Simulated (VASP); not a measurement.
# TiO₂: geometry relaxation (part 1 of 3)

System: TiO₂ (6 atoms in the cell).
Method: Kohn-Sham DFT of a periodic cell, PBE, VASP PAW PBE potentials, soft, no spin polarisation (VASP 6.6.1).

The structure derives from an entry of the Crystallography Open Database.

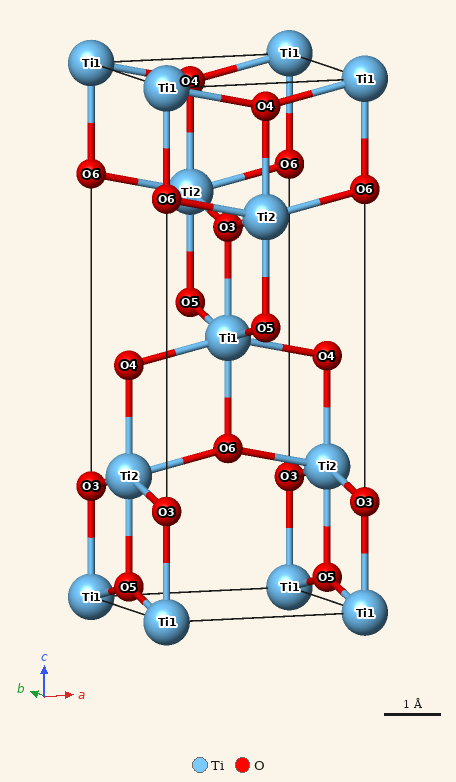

Figure 1. The input geometry (ball-and-stick view of the cell 2 times as large as that of the calculation, set on its symmetry axes, seen slightly off an axis; atoms are numbered from 1 in the order of the input). Near neighbours in the crystal (not all of them lie inside the picture): Ti has 6 O at 1.94 to 2.00 Å; O has 3 Ti at 1.94 to 2.00 Å.

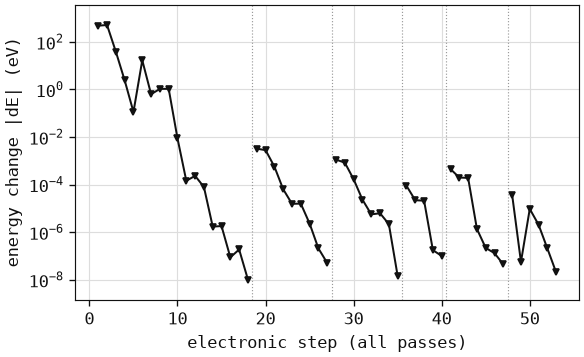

Figure 2. Convergence of the self-consistent field: energy change |dE| against the electronic step. Each stretch between dotted lines is the SCF of one geometry step of a relaxation. The 6 ionic steps take 5 to 18 electronic steps each. The density is held fixed in the first few steps, and dE rises again when its update begins.

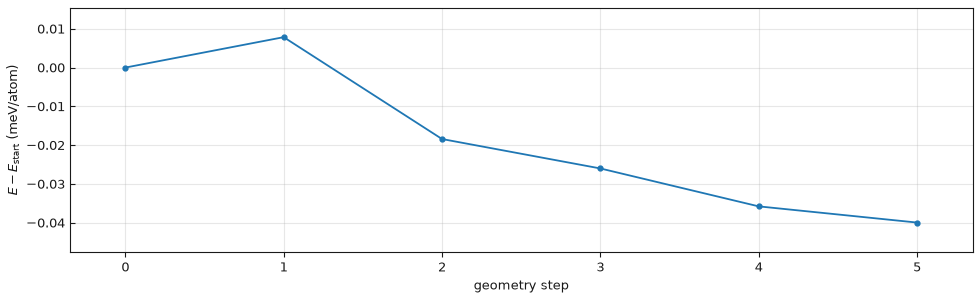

Figure 3. Progress of the relaxation, step by step (steps are counted from 0). The atoms keep their places relative to the cell (all moves are under 0.005 Å). The volume changes by +0.2 %, with a = b 3.800 → 3.799 Å (0.0 %), c 9.645 → 9.670 Å (+0.3 %). The space group stays I4_1/amd (No. 141). Over 5 geometry steps the energy falls by next to nothing (0.0 meV per atom). The largest force component goes from 0.002 to 0.00029 eV/Å. (Atoms are counted from 1 in the order of the input.)

The input that produced these results follows, with the program's output.

INCAR
```
ALGO = Normal
EDIFF = 1E-7
EDIFFG = -0.005
ENCUT = 300
GGA = PE
IBRION = 2
ISIF = 3
ISMEAR = 0
KPAR = 2
LASPH = True
LCHARG = False
LREAL = False
LWAVE = False
NELM = 80
NSW = 90
PREC = Accurate
SIGMA = 0.03
```

KPOINTS
```
k-points
0
Gamma
  5 5 5
```

POSCAR
```
TiO2                                    
1.0
   -1.9000242836      1.9000242836      4.8224737195
    1.9000242836     -1.9000242836      4.8224737195
    1.9000242836      1.9000242836     -4.8224737195
  Ti              O             
     2     4
Direct
     0.0000000000000000    0.0000000000000000    0.0000000000000000
     0.7500000000000000    0.2500000000000000    0.5000000000000000
     0.2073273637966837    0.2073273637966837    0.0000000000000000
     0.9573273637966837    0.4573273637966837    0.5000000000000000
     0.5426726362033163    0.0426726362033163    0.5000000000000000
     0.7926726362033163    0.7926726362033163    0.0000000000000000
```

Command:
```bash
cat potpaw_PBE.64/Ti_sv/POTCAR potpaw_PBE.64/O_s/POTCAR > POTCAR
mpirun -np 2 vasp_std > vasp.out
```

OSZICAR
```
N       E                     dE             d eps       ncg     rms          rms(c)
DAV:   1     0.482710763467E+03    0.48271E+03   -0.18669E+04  1008   0.142E+03
DAV:   2    -0.298734635794E+02   -0.51258E+03   -0.49902E+03  1264   0.483E+02
DAV:   3    -0.687812984405E+02   -0.38908E+02   -0.38843E+02  1468   0.144E+02
DAV:   4    -0.712175992567E+02   -0.24363E+01   -0.24351E+01  1424   0.297E+01
DAV:   5    -0.713305080719E+02   -0.11291E+00   -0.11290E+00  1296   0.439E+00    0.337E+01
DAV:   6    -0.544606284323E+02    0.16870E+02   -0.12155E+02  1256   0.109E+02    0.382E+01
DAV:   7    -0.538283268561E+02    0.63230E+00   -0.14180E+01  1288   0.315E+01    0.239E+01
DAV:   8    -0.548860409283E+02   -0.10577E+01   -0.84252E+00  1196   0.264E+01    0.116E+01
DAV:   9    -0.538226611236E+02    0.10634E+01   -0.86734E+00  1200   0.247E+01    0.186E+00
DAV:  10    -0.538139147473E+02    0.87464E-02   -0.33632E-01  1404   0.443E+00    0.178E+00
DAV:  11    -0.538137705868E+02    0.14416E-03   -0.19179E-02  1192   0.110E+00    0.213E-01
DAV:  12    -0.538135379492E+02    0.23264E-03   -0.38229E-03  1432   0.419E-01    0.773E-02
DAV:  13    -0.538136173155E+02   -0.79366E-04   -0.33907E-04  1292   0.178E-01    0.351E-02
DAV:  14    -0.538136190258E+02   -0.17103E-05   -0.28386E-05  1380   0.522E-02    0.136E-02
DAV:  15    -0.538136208267E+02   -0.18009E-05   -0.77663E-06  1404   0.284E-02    0.521E-03
DAV:  16    -0.538136209139E+02   -0.87181E-07   -0.12299E-06  1192   0.932E-03    0.337E-03
DAV:  17    -0.538136207276E+02    0.18630E-06   -0.62634E-07  1176   0.685E-03    0.700E-04
DAV:  18    -0.538136207176E+02    0.10064E-07   -0.21465E-08   668   0.129E-03
   1 F= -.53813621E+02 E0= -.53813621E+02  d E =-.538136E+02
       N       E                     dE             d eps       ncg     rms          rms(c)
DAV:   1    -0.538168587780E+02   -0.32381E-02   -0.11103E-01  1248   0.377E+00    0.687E-01
DAV:   2    -0.538140492330E+02    0.28095E-02   -0.10166E-02  1296   0.103E+00    0.215E-01
DAV:   3    -0.538134759334E+02    0.57330E-03   -0.29009E-03  1264   0.417E-01    0.146E-01
DAV:   4    -0.538135398305E+02   -0.63897E-04   -0.56849E-04  1420   0.117E-01    0.390E-02
DAV:   5    -0.538135553654E+02   -0.15535E-04   -0.95931E-05  1460   0.633E-02    0.248E-02
DAV:   6    -0.538135712100E+02   -0.15845E-04   -0.66627E-05  1580   0.534E-02    0.207E-02
DAV:   7    -0.538135735153E+02   -0.23053E-05   -0.16314E-05  1208   0.362E-02    0.326E-03
DAV:   8    -0.538135737225E+02   -0.20723E-06   -0.16940E-06  1580   0.920E-03    0.158E-03
DAV:   9    -0.538135736719E+02    0.50637E-07   -0.86469E-08   664   0.275E-03
   2 F= -.53813574E+02 E0= -.53813574E+02  d E =0.470457E-04
       N       E                     dE             d eps       ncg     rms          rms(c)
DAV:   1    -0.538146966472E+02   -0.11229E-02   -0.32791E-02  1248   0.205E+00    0.374E-01
DAV:   2    -0.538138616177E+02    0.83503E-03   -0.29877E-03  1296   0.558E-01    0.116E-01
DAV:   3    -0.538136939491E+02    0.16767E-03   -0.85157E-04  1252   0.226E-01    0.780E-02
DAV:   4    -0.538137172538E+02   -0.23305E-04   -0.16269E-04  1420   0.646E-02    0.198E-02
DAV:   5    -0.538137228598E+02   -0.56060E-05   -0.25829E-05  1460   0.313E-02    0.139E-02
DAV:   6    -0.538137290749E+02   -0.62151E-05   -0.18967E-05  1572   0.282E-02    0.110E-02
DAV:   7    -0.538137312524E+02   -0.21775E-05   -0.44302E-06  1184   0.192E-02    0.178E-03
DAV:   8    -0.538137312381E+02    0.14294E-07   -0.44011E-07  1076   0.480E-03
   3 F= -.53813731E+02 E0= -.53813731E+02  d E =-.110521E-03
       N       E                     dE             d eps       ncg     rms          rms(c)
DAV:   1    -0.538138200772E+02   -0.88825E-04   -0.68945E-03  1008   0.768E-01    0.585E-02
DAV:   2    -0.538137981796E+02    0.21898E-04   -0.32326E-04  1116   0.158E-01    0.325E-02
DAV:   3    -0.538137770318E+02    0.21148E-04   -0.31953E-05  1204   0.581E-02    0.783E-03
DAV:   4    -0.538137768569E+02    0.17494E-06   -0.42594E-06  1164   0.170E-02    0.261E-03
DAV:   5    -0.538137767573E+02    0.99581E-07   -0.13797E-07   700   0.387E-03
   4 F= -.53813777E+02 E0= -.53813777E+02  d E =-.455192E-04
       N       E                     dE             d eps       ncg     rms          rms(c)
DAV:   1    -0.538142261274E+02   -0.44927E-03   -0.62004E-02  1008   0.230E+00    0.176E-01
DAV:   2    -0.538140283339E+02    0.19779E-03   -0.29009E-03  1116   0.474E-01    0.973E-02
DAV:   3    -0.538138371495E+02    0.19118E-03   -0.28853E-04  1200   0.175E-01    0.238E-02
DAV:   4    -0.538138357884E+02    0.13611E-05   -0.38741E-05  1172   0.512E-02    0.784E-03
DAV:   5    -0.538138355716E+02    0.21681E-06   -0.21983E-06  1296   0.136E-02    0.444E-03
DAV:   6    -0.538138354415E+02    0.13010E-06   -0.64752E-07  1048   0.655E-03    0.158E-03
DAV:   7    -0.538138353976E+02    0.43863E-07   -0.33270E-08   572   0.183E-03
   5 F= -.53813835E+02 E0= -.53813835E+02  d E =-.104160E-03
       N       E                     dE             d eps       ncg     rms          rms(c)
DAV:   1    -0.538138721407E+02   -0.36699E-04   -0.13878E-02  1152   0.920E-01    0.890E-02
DAV:   2    -0.538138721965E+02   -0.55787E-07   -0.48418E-04  1280   0.177E-01    0.380E-02
DAV:   3    -0.538138627184E+02    0.94781E-05   -0.29121E-05  1332   0.427E-02    0.223E-02
DAV:   4    -0.538138606639E+02    0.20545E-05   -0.78072E-06  1408   0.162E-02    0.115E-02
DAV:   5    -0.538138604587E+02    0.20527E-06   -0.27102E-06  1496   0.926E-03    0.363E-03
DAV:   6    -0.538138604385E+02    0.20122E-07   -0.48046E-07   940   0.536E-03
   6 F= -.53813860E+02 E0= -.53813860E+02  d E =-.250409E-04
```

Parts of OUTCAR
```
EDIFF = 1E-7
   EDIFFG = -0.005
   ENCUT = 300
   GGA = PE
   IBRION = 2
   ISIF = 3
   ISMEAR = 0
   LASPH = True
   LREAL = False
   NELM = 80
   NSW = 90
   PREC = Accurate

 ion  position               nearest neighbor table
   1  0.000  0.000  0.000-   5 1.94   4 1.94   5 1.94   4 1.94   3 2.00   6 2.00
   2  0.750  0.250  0.500-   6 1.94   3 1.94   6 1.94   3 1.94   4 2.00   5 2.00
   3  0.207  0.207  0.000-   2 1.94   2 1.94   1 2.00
   4  0.957  0.457  0.500-   1 1.94   1 1.94   2 2.00
   5  0.543  0.043  0.500-   1 1.94   1 1.94   2 2.00
   6  0.793  0.793  0.000-   2 1.94   2 1.94   1 2.00

  LATTYP: Found a body centered tetragonal cell.
 ALAT       =     3.8000485672
 C/A-ratio  =     2.5381116237

  Lattice vectors:

 A1 = (  -1.9000242836,   1.9000242836,   4.8224737195)
 A2 = (   1.9000242836,  -1.9000242836,   4.8224737195)
 A3 = (   1.9000242836,   1.9000242836,  -4.8224737195)

Analysis of symmetry for initial positions (statically):
=====================================================================
 Subroutine PRICEL returns:
 Original cell was already a primitive cell.

 Routine SETGRP: Setting up the symmetry group for a
 body centered tetragonal supercell.

 Subroutine GETGRP returns: Found 16 space group operations
 (whereof  8 operations were pure point group operations)
 out of a pool of 16 trial point group operations.

The static configuration has the point symmetry D_2d.
 The point group associated with its full space group is D_4h.

Analysis of symmetry for dynamics (positions and initial velocities):
=====================================================================
 Subroutine PRICEL returns:
 Original cell was already a primitive cell.

 Routine SETGRP: Setting up the symmetry group for a
 body centered tetragonal supercell.

 Subroutine GETGRP returns: Found 16 space group operations
 (whereof  8 operations were pure point group operations)
 out of a pool of 16 trial point group operations.

The dynamic configuration has the point symmetry D_2d.
 The point group associated with its full space group is D_4h.

 Subroutine INISYM returns: Found 16 space group operations
 (whereof  8 operations are pure point group operations),
 and found     1 'primitive' translations

----------------------------------------------------------------------------------------

                                     Primitive cell

  volume of cell :      69.6383

  direct lattice vectors                    reciprocal lattice vectors
    -1.900024284  1.900024284  4.822473719     0.000000000  0.263154531  0.103681229
     1.900024284 -1.900024284  4.822473719     0.263154531  0.000000000  0.103681229
     1.900024284  1.900024284 -4.822473719     0.263154531  0.263154531  0.000000000

  length of vectors
     5.520546833  5.520546833  5.520546833     0.282842897  0.282842897  0.372156707

  position of ions in fractional coordinates (direct lattice)
     0.000000000  0.000000000  0.000000000
     0.750000000  0.250000000  0.500000000
     0.207327364  0.207327364  0.000000000
     0.957327364  0.457327364  0.500000000
     0.542672636  0.042672636  0.500000000
     0.792672636  0.792672636  0.000000000

  ion indices of the primitive-cell ions
   primitive index   ion index
                 1           1
                 2           2
                 3           3
                 4           4
                 5           5
                 6           6

----------------------------------------------------------------------------------------

 KPOINTS: k-points

Automatic generation of k-mesh.
 Grid dimensions read from file:
 generate k-points for:    5    5    5

 Generating k-lattice:

  Cartesian coordinates                     Fractional coordinates (reciprocal lattice)
     0.000000000  0.052630906  0.020736246     0.200000000  0.000000000  0.000000000
     0.052630906  0.000000000  0.020736246     0.000000000  0.200000000  0.000000000
     0.052630906  0.052630906  0.000000000     0.000000000  0.000000000  0.200000000

  Length of vectors
     0.056568579  0.056568579  0.074431341

  Shift w.r.t. Gamma in fractional coordinates (k-lattice)
     0.000000000  0.000000000  0.000000000

 Subroutine IBZKPT returns following result:
 ===========================================

 Found     18 irreducible k-points:

 Following reciprocal coordinates:
            Coordinates               Weight
  0.000000  0.000000  0.000000      1.000000
  0.200000 -0.000000  0.000000      8.000000
  0.400000  0.000000  0.000000      8.000000
  0.200000  0.200000  0.000000      8.000000
  0.400000  0.200000  0.000000     16.000000
 -0.400000  0.200000  0.000000     16.000000
 -0.200000  0.200000  0.000000      4.000000
  0.400000  0.400000  0.000000      8.000000
 -0.400000  0.400000  0.000000      4.000000
  0.200000  0.200000  0.200000      8.000000
 -0.200000  0.200000  0.200000      4.000000
 -0.400000  0.400000  0.200000      8.000000
 -0.200000  0.400000  0.200000      8.000000
 -0.400000 -0.400000  0.200000      8.000000
 -0.200000 -0.400000  0.200000      8.000000
 -0.200000 -0.200000  0.200000      2.000000
 -0.400000  0.400000  0.400000      4.000000
 -0.400000 -0.400000  0.400000      2.000000
```
